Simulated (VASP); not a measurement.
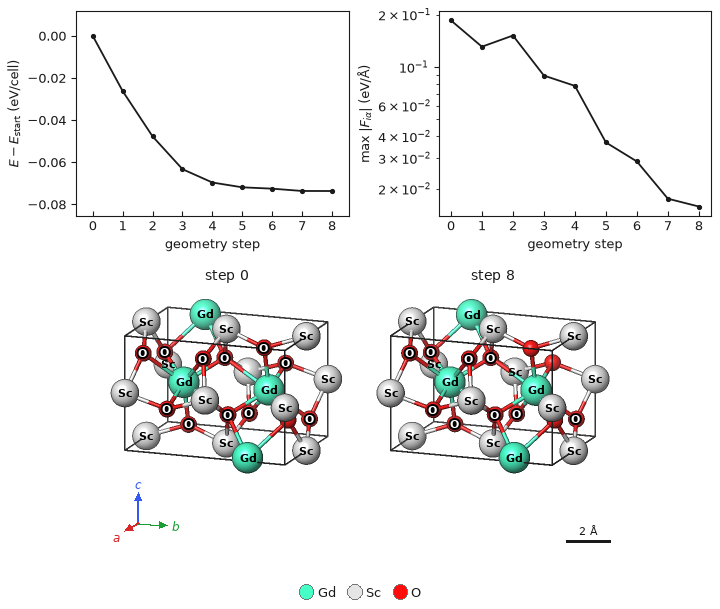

First and last geometry of a relaxation of solid GdScO3 (set up in Pnma), with the history of the run. Style: ball-and-stick. Shown: the cell of the calculation, slightly off an axis.

The run lets cell and atoms move.

Level of theory: Kohn-Sham DFT of a periodic cell, PBE, VASP PAW PBE potentials, recommended, 4f in core in VASP.

The input:
```
SYSTEM = GdScO3
PREC = Accurate
ENCUT = 600
EDIFF = 1E-7
ISMEAR = 0
SIGMA = 0.05
LREAL = .False.
LASPH = .True.
NELM = 120
ALGO = Fast
ISIF = 3
LWAVE = .False.
LCHARG = .False.
GGA = PE
IBRION = 2
NSW = 40
EDIFFG = -0.02
```

Command:
```bash
cat potpaw_PBE.64/Gd_3/POTCAR potpaw_PBE.64/Sc_sv/POTCAR potpaw_PBE.64/O/POTCAR > POTCAR
mpirun -np 1 vasp_std > vasp.out
```

**Read the history and describe the run.**

It converged. The largest moves relative to the cell, 0.033 Å, are those of O atoms. By element the largest moves are O 0.033 Å, Gd 0.018 Å. Sc stays in place. The drawn cell changes as follows: a 5.742 → 5.776 Å (+0.6 %), b 7.926 → 7.997 Å (+0.9 %), c 5.482 → 5.490 Å (+0.2 %); the volume changes by +1.6 %. Near-neighbour distances that change, for instance: Gd–O 2.837 → 2.878 Å, O–Sc 2.108 → 2.137 Å, Gd–Sc 3.471 → 3.497 Å, O–Sc 2.101 → 2.122 Å. The space group stays Pnma (No. 62). After 8 geometry steps the energy has fallen by 73.6 meV per cell of the calculation. Largest force component: 0.19 eV/Å at the start, 0.016 eV/Å at the end. Pressure: 2.79 GPa at the start and 0.18 GPa at the end.

Limits of the set-up: an element that often carries a moment was run without spin polarisation.
